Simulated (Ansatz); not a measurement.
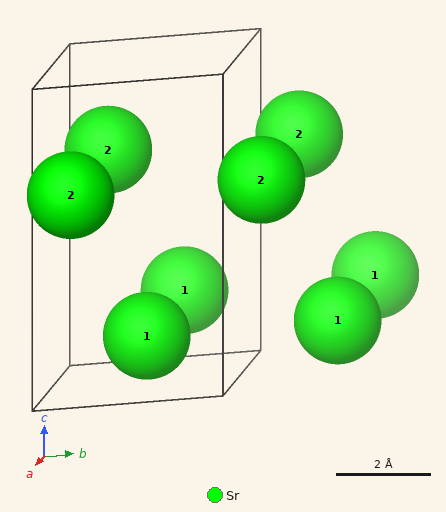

A crystal of Sr (built on the database_194 type), before the relaxation. The picture is a spheres-only view of the cell of the calculation, repeated 2 × 2 × 1 with one cell outlined, seen slightly off an axis.

Case: structure reported for this formula (P6_3/mmc, No. 194).

Method: Ansatz, DFT r2SCAN, scalar-relativistic, plane waves, PAW.

The input:
```yaml
crystal:
  lattice:
    - [4.3100002207, 0.0, 0.0]
    - [-2.1550001104, 3.7325696814, 0.0]
    - [0.0, 0.0, 7.05]
  atoms:
    - { symbol: Sr, position: [0.3333333333, 0.6666666667, 0.25] }
    - { symbol: Sr, position: [0.6666666667, 0.3333333333, 0.75] }
basis:
  ecutwfc: 500
kpoints:
  mp_grid: { grid: [15, 15, 8] }
hamiltonian:
  xc: r2scan
scf:
  occupations: { method: gaussian, width: 0.1 }
output:
  forces: true
  stress: true
  eigenvalues: true
relax:
  adjacent_minimum: "off"
  f_tol: 0.01
  max_steps: 80
  cell: { stress_tol: 0.05 }
```

**What does the optimiser find from here?**

No atom moves by more than 0.005 Å relative to the cell. The volume changes by +0.7 %, with a = b 4.310 → 4.307 Å (−0.1 %), c 7.050 → 7.109 Å (+0.8 %). Near-neighbour distances that change, for instance: Sr1–Sr2 4.315 → 4.338 Å. The space group stays P6_3/mmc (No. 194). After 2 accepted moves (3 points after the start) the energy has fallen by 0.4 meV per atom. All forces vanish by symmetry, so only the cell relaxes. Pressure: 0.09 GPa at the start and 0.00 GPa at the end. At 1 point the geometry stayed and the basis and grid were re-selected for the new cell (energy shift of less than 0.05 meV per atom at most each time).

Step by step:

```csv
step,"E − E(0), meV/atom","pressure, GPa","volume, Å³/atom",note
0,0.00,0.09,56.708,
1,-0.22,0.05,56.868,
2,-0.34,0.00,57.099,
3,-0.38,0.00,57.099,"same geometry, new basis"
```

After the run, drawn alike:

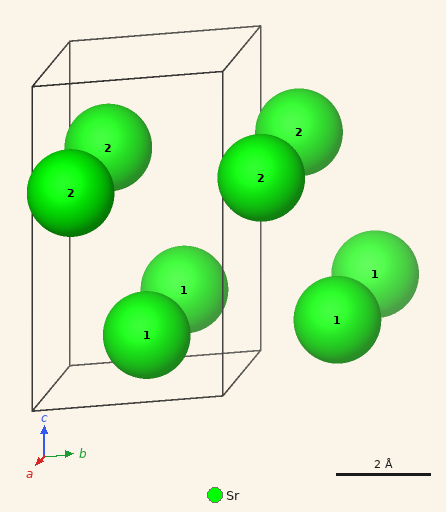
